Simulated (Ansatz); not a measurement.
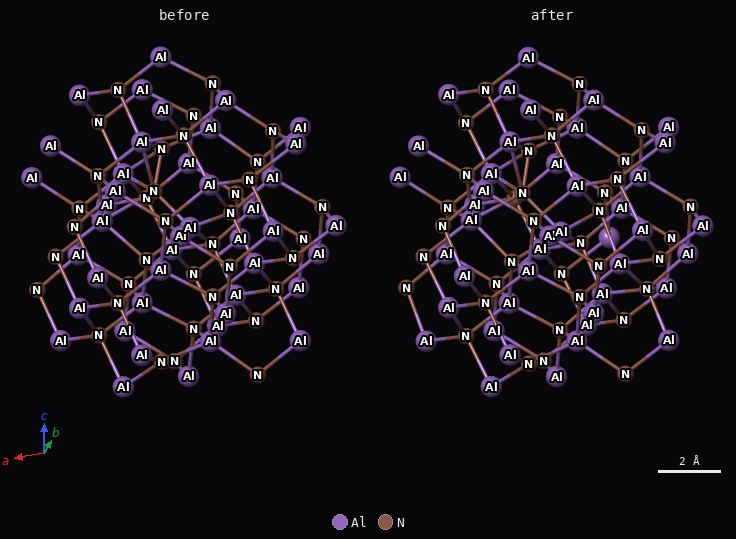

The structure of a defect cell of composition Al₁₈N₁₉ (cell charge −2) before (left) and after (right) a relaxation, at one scale.

Style: ball-and-stick. Shown: the atoms within 5.8 Å of the atom that moves most (axes of the larger cell on standard axes (2 times the calculation's cell) (origin shifted)), from a free direction.

Case: N interstitial, charge -2, atoms relaxed at the host's cell.

Theory: Ansatz 0.2.0, DFT PBE, scalar-relativistic, plane waves, PAW. Set-up: plane-wave cutoff 420 eV; k-point mesh 2 × 2 × 2; occupations gaussian; smearing width 0.01 eV; mesh shifted by (0.5, 0.5, 0.5); collinear spin; atoms relaxed in a fixed cell; force threshold 0.025 eV/Å; at most 45 steps.

> Describe what moved and what it gained.

The atom that moves furthest is an Al atom (0.18 Å along [−1 0 −3]). By element the largest moves are Al 0.18 Å, N 0.11 Å. The lattice vectors keep their values. Some distances before and after: Al–N 1.678 → 1.795 Å, Al–N 1.897 → 1.986 Å, Al–N 2.084 → 2.004 Å, Al–N 2.031 → 2.098 Å. Bond angles that change, for instance: Al–N–Al 102.8° → 90.2°, Al–N–Al 111.7° → 100.3°, N–Al–N 113.0° → 105.9°. The energy falls by 0.743 eV per cell of the calculation in 8 accepted moves (10 points after the start). The largest force component goes from 2.8 to 0.015 eV/Å. The line search rejected the trial step at point 4 of the run. 1 step only repeated the SCF at the same geometry. The run took 3.8 min on 4 threads of AMD EPYC 7R43 64-Core Processor (Zen 3), on a shared host, peak memory 1.2 GiB.

Limits of the set-up: the periodic images lie only 7.4 Å apart, so the values are limited by the cell's size; the cell is charged, on a uniform background, and energies carry no finite-size correction.
